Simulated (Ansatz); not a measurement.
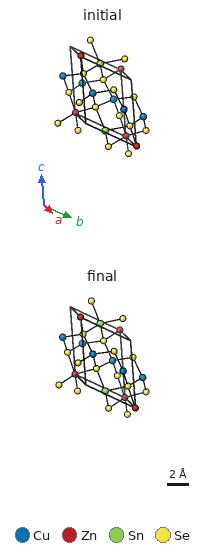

The structure of crystalline ZnCu₂SnSe₄ (built on the stannite type) before (top) and after (bottom) a relaxation, at one scale.

A ball-and-stick model of the cell of the calculation, reduced to other axes, seen slightly off an axis. Lengths and directions refer to the drawn axes.

Case: shaken.

Method: DFT, PBEsol, plane waves, PAW (Ansatz 0.2.0). Settings: plane-wave cutoff 420 eV; k-point mesh 4 × 4 × 4; occupations fermi dirac; smearing width 0.05 eV; no spin polarisation; cell and atoms relaxed; force threshold 0.01 eV/Å; at most 120 steps.

> Summarise the run.

After 5 accepted moves (6 points after the start) the energy has fallen by 55.8 meV per atom. The largest force component goes from 1.7 to 0.00041 eV/Å. Pressure: 1.03 GPa at the start and 0.00 GPa at the end. At 1 point the geometry stayed and the basis and grid were re-selected for the new cell (energy shift of less than 0.05 meV per atom at most each time). The largest move relative to the cell is that of a Se atom, 0.17 Å along [−2 −3 0]. Largest moves by element: Se 0.17 Å, Sn 0.10 Å, Zn 0.08 Å, Cu 0.08 Å. The volume changes by +0.3 %, with a 5.600 → 5.662 Å (+1.1 %), b 5.734 → 5.661 Å (−1.3 %), c 6.863 → 6.930 Å (+1.0 %), α 114.0° → 114.1°, β 113.6° → 114.1°. Some distances before and after: Se–Zn 2.268 → 2.458 Å, Se–Sn 2.775 → 2.597 Å, Se–Zn 2.314 → 2.457 Å, Cu–Se 2.519 → 2.381 Å. Among the angles between lasting bonds that change: Cu–Se–Zn 118.1° → 111.6°, Cu–Se–Zn 106.0° → 111.6°, Cu–Se–Sn 101.4° → 106.9°. The space group (tolerance 0.01 Å) goes from P1 (No. 1) to I-42m (No. 121).
